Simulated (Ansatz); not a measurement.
## Run report: CH₄Si₇, geometry relaxation (part 3 of 3)

The same run, continued: CH₄Si₇ (slab, 24 atoms in the cell); DFT PBE+D3(BJ), scalar-relativistic, plane waves, PAW, no spin polarisation (Ansatz 0.2.0); cutoff 420 eV, 4×8×1 k-mesh, Gaussian smearing of 0.05 eV. The structure derives from an entry of the Crystallography Open Database. The input holds or restrains some coordinates. Forces given for the steps count only the free coordinates.

Output, continued
```
  k-point 17: bands = ["-14.6150", "-11.9211", "-9.7901", "-9.5949", "-9.5263", "-9.4832", "-9.4772", "-9.3943", "-8.7017", "-7.6989", "-7.0583", "-6.9122", "-6.8625", "-6.7694", "-6.6642", "-6.4531", "-6.3786", "-6.2654", "-6.2101", "-5.5543", "-5.4013", "-3.9129", "-3.7355", "-3.6542", "-3.5647", "-3.2817", "-3.2135", "-3.1514", "-2.9842", "-2.8032", "-2.6780", "-2.6000", "-2.4432", "-2.3867", "-2.1395", "-0.9688", "-0.2796", "1.2872", "1.4487", "1.6210", "1.7441", "2.0116", "2.2952", "2.3442", "2.6914", "3.1022", "3.3543", "3.4078", "3.8195", "4.2409", "4.3255", "4.4423", "4.5413", "5.1388", "5.2610", "5.3078", "5.4021", "5.4443", "5.5559", "5.6031"]
--- Relaxed structure (24 steps of the walk, 24 accepted, 0 SCFs on fresh bases) ---
  F+E_penalty+E_count = -9531.44267607 eV   max|allowed force component| = 1.726e-2 eV/Å
  atoms:
    - { symbol: H, position: [0.5, 0.6826517125, 0.2999018050000001] }
    - { symbol: H, position: [0.5, 0.31734828749999994, 0.2999018050000001] }
    - { symbol: H, position: [0.0, 0.31734828749999994, 0.2999018050000001] }
    - { symbol: H, position: [0.0, 0.6826517125, 0.2999018050000001] }
    - { symbol: Si, position: [0.5, 0.0, 0.3302563132] }
    - { symbol: Si, position: [0.0, 0.0, 0.3302563132] }
    - { symbol: Si, position: [0.75, 0.0, 0.3780776221] }
    - { symbol: Si, position: [0.25, 0.0, 0.3780776221] }
    - { symbol: Si, position: [0.75, 0.5, 0.425898931] }
    - { symbol: Si, position: [0.25, 0.5, 0.425898931] }
    - { symbol: Si, position: [-0.0008534664818579243, 0.5029655831780936, 0.47529105070244526] }
    - { symbol: Si, position: [0.5011085883412274, 0.49857634191275696, 0.4722912410985727] }
    - { symbol: Si, position: [-0.0007953013095525093, 0.0048672032717710255, 0.5246899309827526] }
    - { symbol: Si, position: [0.4970821628894876, -0.0010892031199119694, 0.5192409476663872] }
    - { symbol: Si, position: [0.2572816492420446, -0.02837322741875613, 0.5681992961674113] }
    - { symbol: Si, position: [0.7417841924318556, 0.03456629610316711, 0.5705937000620844] }
    - { symbol: Si, position: [0.3703290711876181, 0.683652846869442, 0.6357774304279955] }
    - { symbol: Si, position: [0.6588174925986044, 0.5405079395530986, 0.6107097527223436] }
    - { symbol: C, position: [0.38876729650180397, 0.0428916387427547, 0.682827035528479] }
    - { symbol: C, position: [0.25548681607418194, 0.33116552878177735, 0.6716362301184182] }
    - { symbol: H, position: [0.3600934978848912, -0.08458924044715398, 0.7167211386334095] }
    - { symbol: H, position: [0.5219102813078457, 0.1485229971866181, 0.6856296267410339] }
    - { symbol: H, position: [0.1393286467108527, 0.2275984530224151, 0.6536096618368774] }
    - { symbol: H, position: [0.20929088713151403, 0.4608929271744556, 0.703953353908768] }
```

Trajectory as extended XYZ (Å, eV, eV/Å), 4 of the 24 frames kept, from step=1 to step=24
```
24
Lattice="7.6672 0.0000 0.0000 0.0000 3.8336 0.0000 0.0000 0.0000 28.3426" Properties=species:S:1:pos:R:3:forces:R:3 step=1 energy=-9528.58740
H     3.8336    2.6170    8.5000    0.0025   0.4608  -0.0811
H     3.8336    1.2166    8.5000    0.0005  -0.4615  -0.0828
H     0.0000    1.2166    8.5000   -0.0156  -0.4681  -0.0981
H     0.0000    2.6170    8.5000   -0.0167   0.4659  -0.0943
Si    3.8336    0.0000    9.3603   -0.0105   0.0038   0.2706
Si    0.0000    0.0000    9.3603    0.0449   0.0075   0.2293
Si    5.7504    0.0000   10.7157    0.0927  -0.0019  -0.0558
Si    1.9168    0.0000   10.7157   -0.1910  -0.0026  -0.0752
Si    5.7504    1.9168   12.0711    0.4133   0.0193   0.0111
Si    1.9168    1.9168   12.0711   -0.3629   0.0069  -0.0444
Si   -0.0066    1.9168   13.4985    0.0399  -0.0069   0.0379
Si    3.8372    1.9168   13.3597   -0.2471   0.0116   0.0799
Si    0.0183    0.0000   14.9111   -0.0745   0.0348   0.0138
Si    3.7498    0.0000   14.6672    0.3097   0.0324   0.1259
Si    2.0031    0.0000   16.2274   -0.5327   0.0505   0.1007
Si    5.6516    0.0000   16.1632   -0.2139  -0.0050   0.0107
Si    2.3585    1.9168   17.6172    0.2705   0.1721  -0.5770
Si    4.5768    1.9168   16.9554    1.0016   0.1198  -0.1128
C     3.4676    0.0000   19.8172   -1.5195   1.8890   0.9138
C     3.0078    1.3012   19.8172    1.0067  -2.4252   0.3104
H     2.8023   -0.8184   20.0672   -0.6469   2.2463  -0.2840
H     4.4995   -0.2187   20.0672    0.5318   0.1723  -0.4898
H     1.9760    1.5199   20.0672   -0.4206  -0.2510   0.2880
H     3.6732    2.1196   20.0672    0.5358  -2.0702  -0.3966
24
Lattice="7.6672 0.0000 0.0000 0.0000 3.8336 0.0000 0.0000 0.0000 28.3426" Properties=species:S:1:pos:R:3:forces:R:3 step=9 energy=-9530.43041
H     3.8336    2.6170    8.5000    0.0027   0.4643  -0.0814
H     3.8336    1.2166    8.5000    0.0013  -0.4653  -0.0830
H     0.0000    1.2166    8.5000    0.0023  -0.4733  -0.0938
H     0.0000    2.6170    8.5000    0.0005   0.4716  -0.0908
Si    3.8336    0.0000    9.3603   -0.0050   0.0055   0.2581
Si    0.0000    0.0000    9.3603   -0.0014   0.0099   0.2210
Si    5.7504    0.0000   10.7157    0.1121  -0.0084  -0.0689
Si    1.9168    0.0000   10.7157   -0.0875  -0.0047  -0.0820
Si    5.7504    1.9168   12.0711    0.2359   0.0335   0.0586
Si    1.9168    1.9168   12.0711   -0.1333   0.0113  -0.0192
Si    0.0119    1.9251   13.4659   -0.0345   0.0048  -0.0140
Si    3.8363    1.9317   13.3928    0.0048   0.0009  -0.0084
Si    0.0874    0.0107   14.8520    0.0248  -0.0096   0.0191
Si    3.8125    0.0178   14.7309   -0.0048  -0.0047   0.0182
Si    2.0121    0.0477   16.2289   -0.1011  -0.0302  -0.1957
Si    5.7690   -0.0188   16.1110   -0.0330   0.0000  -0.0225
Si    2.6775    1.9722   17.6067   -0.0090  -0.0319   0.8356
Si    5.0224    1.8996   17.1576    0.0110  -0.0149  -0.0059
C     2.6600   -0.6037   19.3079    0.3944  -1.0470  -0.5139
C     2.4358    0.7684   19.3009    0.2884   1.2937  -0.2690
H     1.8859   -1.1424   19.8396   -0.0133   0.0549   0.1863
H     3.6824   -0.8869   19.5992   -0.1338   0.1210   0.1168
H     1.4145    1.0467   19.5776   -0.0890  -0.0301   0.0036
H     3.1913    1.3049   19.9040   -0.4292  -0.3493  -0.1678
24
Lattice="7.6672 0.0000 0.0000 0.0000 3.8336 0.0000 0.0000 0.0000 28.3426" Properties=species:S:1:pos:R:3:forces:R:3 step=16 energy=-9530.77371
H     3.8336    2.6170    8.5000   -0.0065   0.4635  -0.0855
H     3.8336    1.2166    8.5000   -0.0007  -0.4618  -0.0828
H     0.0000    1.2166    8.5000    0.0003  -0.4695  -0.0898
H     0.0000    2.6170    8.5000    0.0054   0.4715  -0.0933
Si    3.8336    0.0000    9.3603    0.0133  -0.0076   0.2601
Si    0.0000    0.0000    9.3603   -0.0101  -0.0076   0.2271
Si    5.7504    0.0000   10.7157    0.0764  -0.0049  -0.0717
Si    1.9168    0.0000   10.7157   -0.0879  -0.0016  -0.0815
Si    5.7504    1.9168   12.0711    0.1545  -0.0383  -0.0045
Si    1.9168    1.9168   12.0711   -0.1717   0.0181   0.0444
Si   -0.0003    1.9078   13.4600   -0.0062  -0.0039  -0.0010
Si    3.8351    1.9100   13.3969    0.0043  -0.0066  -0.0041
Si    0.0228   -0.0082   14.8481   -0.0260   0.0031   0.0036
Si    3.7771   -0.0066   14.7326    0.0343   0.0054   0.0056
Si    1.9565    0.0054   16.1872   -0.0477  -0.0744  -0.0783
Si    5.7090    0.0220   16.1326    0.0217  -0.0006   0.0386
Si    2.7782    2.2584   17.8848   -0.0008   0.0039   0.0473
Si    5.0624    1.9493   17.2606   -0.0369  -0.0038  -0.0080
C     2.7168   -0.3179   19.3169    0.4141   0.0273   0.2859
C     2.1058    1.0008   19.1428   -0.7259   0.3080   0.3894
H     2.0789   -0.8033   20.0626    0.2265   0.0560   0.0073
H     3.7387   -0.2705   19.7563   -0.2305   0.1814  -0.1112
H     0.9917    0.9579   18.9711    0.6234  -0.1556   0.0723
H     2.2428    1.4931   20.1366   -0.2229  -0.3023  -0.6648
24
Lattice="7.6672 0.0000 0.0000 0.0000 3.8336 0.0000 0.0000 0.0000 28.3426" Properties=species:S:1:pos:R:3:forces:R:3 step=24 energy=-9531.44268
H     3.8336    2.6170    8.5000   -0.0142   0.4606  -0.0832
H     3.8336    1.2166    8.5000   -0.0030  -0.4621  -0.0850
H     0.0000    1.2166    8.5000    0.0030  -0.4684  -0.0915
H     0.0000    2.6170    8.5000    0.0168   0.4704  -0.0957
Si    3.8336    0.0000    9.3603    0.0309   0.0052   0.2668
Si    0.0000    0.0000    9.3603   -0.0309  -0.0086   0.2261
Si    5.7504    0.0000   10.7157    0.1040   0.0023  -0.0813
Si    1.9168    0.0000   10.7157   -0.1048  -0.0079  -0.0822
Si    5.7504    1.9168   12.0711    0.2200  -0.0739  -0.1073
Si    1.9168    1.9168   12.0711   -0.2154   0.0847   0.1220
Si   -0.0065    1.9282   13.4710   -0.0008   0.0007   0.0047
Si    3.8421    1.9113   13.3860   -0.0041   0.0016   0.0012
Si   -0.0061    0.0187   14.8711    0.0053  -0.0059   0.0024
Si    3.8112   -0.0042   14.7166   -0.0017  -0.0133   0.0096
Si    1.9726   -0.1088   16.1043   -0.0077   0.0118  -0.0049
Si    5.6874    0.1325   16.1721    0.0003   0.0134   0.0049
Si    2.8394    2.6208   18.0196    0.0070  -0.0027  -0.0138
Si    5.0513    2.0721   17.3091    0.0027  -0.0123  -0.0100
C     2.9808    0.1644   19.3531    0.0130  -0.0149  -0.0027
C     1.9589    1.2696   19.0359   -0.0073   0.0173   0.0046
H     2.7609   -0.3243   20.3137   -0.0017   0.0015   0.0094
H     4.0016    0.5694   19.4325    0.0034  -0.0048   0.0045
H     1.0683    0.8725   18.5250   -0.0070   0.0066   0.0060
H     1.6047    1.7669   19.9519   -0.0078  -0.0013  -0.0046
```

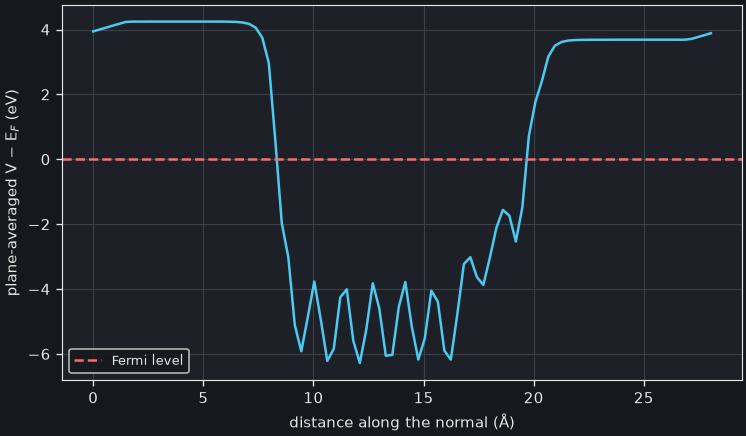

Fig. 1: Plane average of the electrostatic potential energy of an electron across the cell, from the Fermi level. The vacuum level lies 3.69 eV above the Fermi level on the upper side and 4.25 eV on the lower.

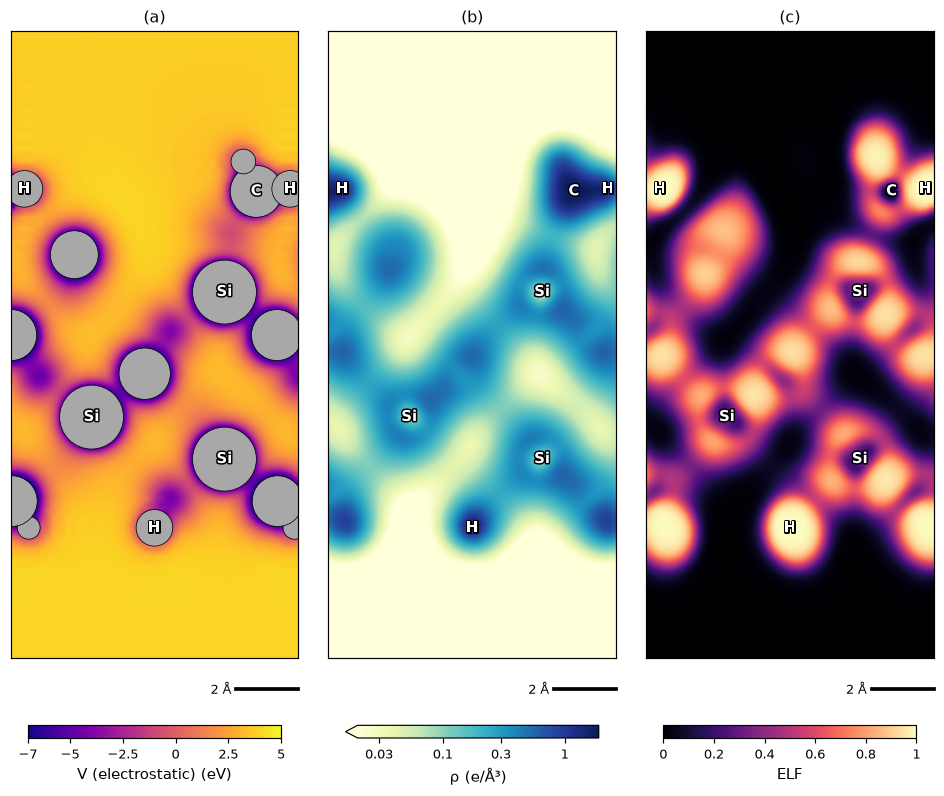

Fig. 2: (a) electrostatic potential energy of an electron; (b) valence pseudo-density; (c) electron localisation function on the (11̄0) plane of the calculation cell, a cut from vacuum to vacuum. Grey discs, where drawn, cover atomic cores. The section cuts through H, Si and C sites. The density dies away to nearly zero in the vacuum. In a PAW calculation such maps are meaningful between the atoms, not at the nuclei.

This output came from the following input.

The input
```yaml
crystal:
  lattice:
    - [7.6671912091, 0.0, 0.0]
    - [0.0, 3.8335956045, 0.0]
    - [0.0, 0.0, 28.3426103449]
  atoms:
    - { symbol: H, position: [0.5, 0.6826517125, 0.299901805] }
    - { symbol: H, position: [0.5, 0.3173482875, 0.299901805] }
    - { symbol: H, position: [0.0, 0.3173482875, 0.299901805] }
    - { symbol: H, position: [0.0, 0.6826517125, 0.299901805] }
    - { symbol: Si, position: [0.5, 0.0, 0.3302563132] }
    - { symbol: Si, position: [0.0, 0.0, 0.3302563132] }
    - { symbol: Si, position: [0.75, 0.0, 0.3780776221] }
    - { symbol: Si, position: [0.25, 0.0, 0.3780776221] }
    - { symbol: Si, position: [0.75, 0.5, 0.425898931] }
    - { symbol: Si, position: [0.25, 0.5, 0.425898931] }
    - { symbol: Si, position: [-0.0008605963, 0.5, 0.4762601814] }
    - { symbol: Si, position: [0.500466955, 0.5, 0.4713660706] }
    - { symbol: Si, position: [0.0023852355, 0.0, 0.5261025568] }
    - { symbol: Si, position: [0.4890684531, 0.0, 0.5174949581] }
    - { symbol: Si, position: [0.2612503579, 0.0, 0.5725452656] }
    - { symbol: Si, position: [0.7371177168, 0.0, 0.5702799205] }
    - { symbol: Si, position: [0.3076112598, 0.5, 0.621580611] }
    - { symbol: Si, position: [0.5969267329, 0.5, 0.5982316033] }
    - { symbol: C, position: [0.4522689963, 0.0, 0.6992022547] }
    - { symbol: C, position: [0.3923001785, 0.3394071762, 0.6992022547] }
    - { symbol: H, position: [0.365493359, -0.2134911732, 0.708022896] }
    - { symbol: H, position: [0.5868458652, -0.0570507789, 0.708022896] }
    - { symbol: H, position: [0.2577233096, 0.3964579551, 0.708022896] }
    - { symbol: H, position: [0.4790758158, 0.5528983494, 0.708022896] }
basis:
  ecutwfc: 420
kpoints:
  mp_grid: { grid: [4, 8, 1] }
hamiltonian:
  xc: pbe
  dispersion: d3bj
scf:
  occupations: { method: gaussian, width: 0.05 }
output:
  forces: true
  eigenvalues: true
  write_density: true
  write_potential: true
  elf: true
  volumetric_format: npy
relax:
  adjacent_minimum: "off"
  f_tol: 0.03
  max_steps: 70
  constraints: [{ sites: [0, 1, 2, 3, 4, 5, 6, 7, 8, 9] }]
efield:
  axis: 3
  dipole_correction: true
```

Run as:
```bash
ansatz run input.yaml --threads 4 --pin off --max-ram 10240MiB --backend cpu --events-out ev --progress --plain --runs-dir out
```

Key numbers

- outcome: converged under the restraints of the input
- electrons treated: 72
- free energy: −9531.4427 eV
- work function, top face: 3.69 eV
- work function, bottom face: 4.25 eV
- Fermi energy: −0.070 eV
- gap on the k-point mesh: none (metallic)
- final volume: 833.07 Å³
- work function (upper face): 3.69 eV
- largest force (length of the vector) at the end, held atoms and coordinates included: 0.480 eV/Å
- hardware: 4 threads of Arm Neoverse V1, 24 GiB of memory available, shared host
- wall time: 13 min (CPU time 53 min)
- peak memory: 1.9 GiB

Remarks

Notes on the run: the exchange-correlation potential is rough where the density is thin.
